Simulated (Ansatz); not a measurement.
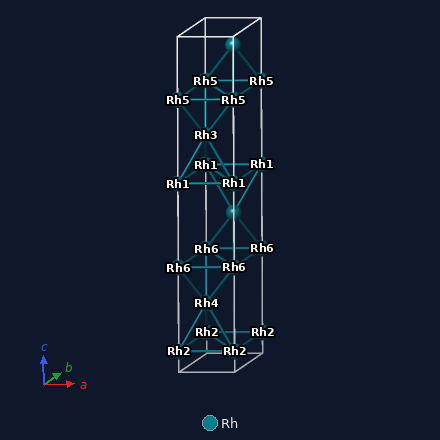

The system is Rh (P6_3/mmc, No. 194; 8 atoms in the cell); the picture shows the reference structure. Gamma surface: rigid slide across a plane, one fault a cell; the plane is (0 0 1) of the conventional cell. Places are given modulo a cell vector. The map is drawn in real space over the plane of the slide. Nothing is relaxed (rigid halves, spacing across the cut fixed). The scan uses a 9 × 9 grid; 19 points were computed and 62 follow by symmetry. All energies are given in meV/Å² relative to the lowest grid point. The calculation used DFT PBEsol, scalar-relativistic, plane waves, PAW in Ansatz. Settings: cutoff 420 eV, k-mesh 16×16×3 in the order of the run's cell vectors, gaussian smearing 0.15 eV, no spin polarisation.

Its coordinates:

```
CELL_PARAMETERS angstrom
-2.67556 0.00000 0.00000
-1.33778 -2.31711 0.00000
0.00000 0.00000 17.45502
ATOMIC_POSITIONS crystal
Rh 0.00000 0.00000 0.56250
Rh 0.00000 0.00000 0.06250
Rh 0.33333 0.33333 0.68750
Rh 0.33333 0.33333 0.18750
Rh 0.00000 0.00000 0.81250
Rh 0.00000 0.00000 0.31250
Rh 0.66667 0.66667 0.93750
Rh 0.66667 0.66667 0.43750
```

Range: slide along a1 from 0.000 to 0.889; slide along a2 from 0.000 to 0.889.

Question: What landscape does the calculation give?

Answer: The lowest grid point is at (0/9, 0/9) of the cell vectors. There is a further well near (3/9, 3/9) of the cell vectors (1.6 meV/Å² above the lowest at that grid point). These are metastable stacking faults of the rigid slide. The highest grid point, (6/9, 6/9) of the cell vectors, lies 137 meV/Å² above the lowest. On the interpolated surface the easiest way out of the lowest well to the well at (3/9, 3/9) of the cell vectors passes a barrier of about 33 meV/Å².

| slide along a2 ↓, slide along a1 → | 0/9 | 1/9 | 2/9 | 3/9 | 4/9 | 5/9 | 6/9 | 7/9 | 8/9 |
| --- | --- | --- | --- | --- | --- | --- | --- | --- | --- |
| 8/9 | 14 | 14 | 48 | 90 | 115 | 122 | 115 | 90 | 48 |
| 7/9 | 45 | 25 | 45 | 90 | 122 | 133 | 133 | 122 | 90 |
| 6/9 | 75 | 38 | 38 | 75 | 115 | 133 | 137 | 133 | 115 |
| 5/9 | 90 | 46 | 26 | 46 | 90 | 122 | 133 | 133 | 122 |
| 4/9 | 90 | 49 | 15 | 15 | 49 | 90 | 115 | 122 | 115 |
| 3/9 | 75 | 46 | 15 | 2 | 15 | 46 | 75 | 90 | 90 |
| 2/9 | 45 | 38 | 26 | 15 | 15 | 26 | 38 | 45 | 48 |
| 1/9 | 14 | 25 | 38 | 46 | 49 | 46 | 38 | 25 | 14 |
| 0/9 | 0 | 14 | 45 | 75 | 90 | 90 | 75 | 45 | 14 |

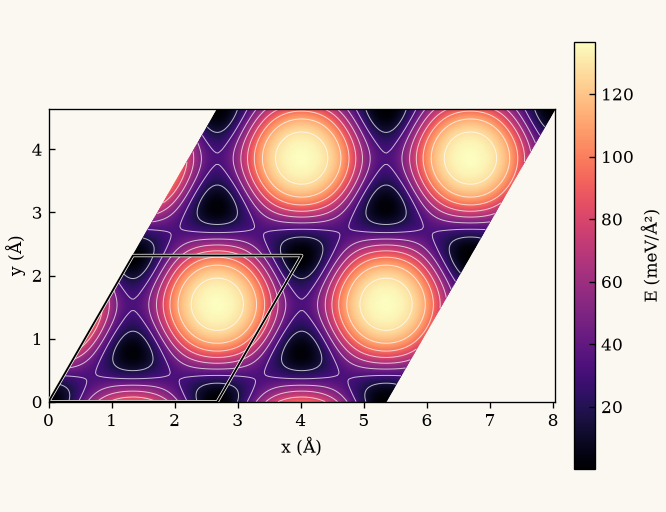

Drawn: a smooth colour map with a few white contour lines, the outline of one cell of the 2 × 2 shown. Between grid points the surface is interpolated.

The whole map (19 points run) took 26 min on 4 threads of Arm Neoverse V1 (shared host).

PAW datasets: the set soft_1.
